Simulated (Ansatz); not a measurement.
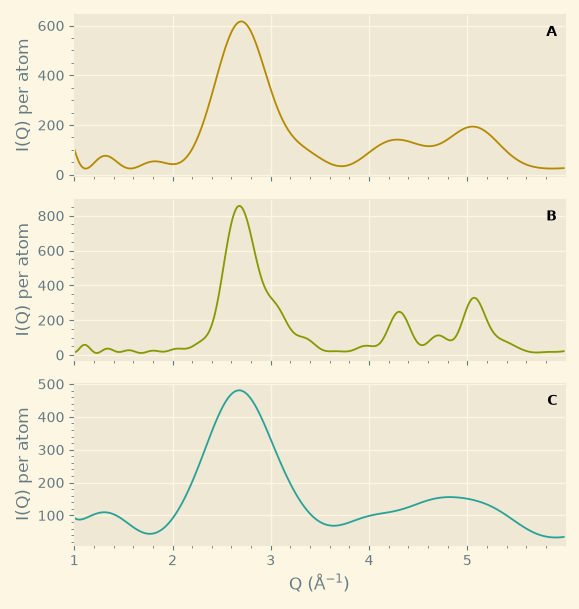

X-ray scattering of spheres cut from the crystal structure of Ti (P6_3/mmc, a = 2.923 Å, b = 2.923 Å, c = 14.116 Å, α = 90.00°, β = 90.00°, γ = 120.00°), calculated atom by atom with the Debye equation (B = 0.5 Å², no relaxation of the surface). Basis of the simulation: the end point of a relaxation with DFT r2SCAN, scalar-relativistic, plane waves, PAW in Ansatz; the starting structure was generated, so it need not be a known form of this composition.

Question: The spheres are 10, 14 and 28 Å across. Which curve is which?

Answer: curve A: 14 Å (79 atoms); curve B: 28 Å (663 atoms); curve C: 10 Å (25 atoms). Peak widths go roughly as 2π/D, so the largest sphere has the sharpest peaks.

Question: Index the main peaks of the largest sphere.

Answer: Q ≈ 2.68 Å⁻¹: 102 + 006; Q ≈ 4.31 Å⁻¹: 110 + 108; Q ≈ 5.07 Å⁻¹: 202 + 116 + 203.
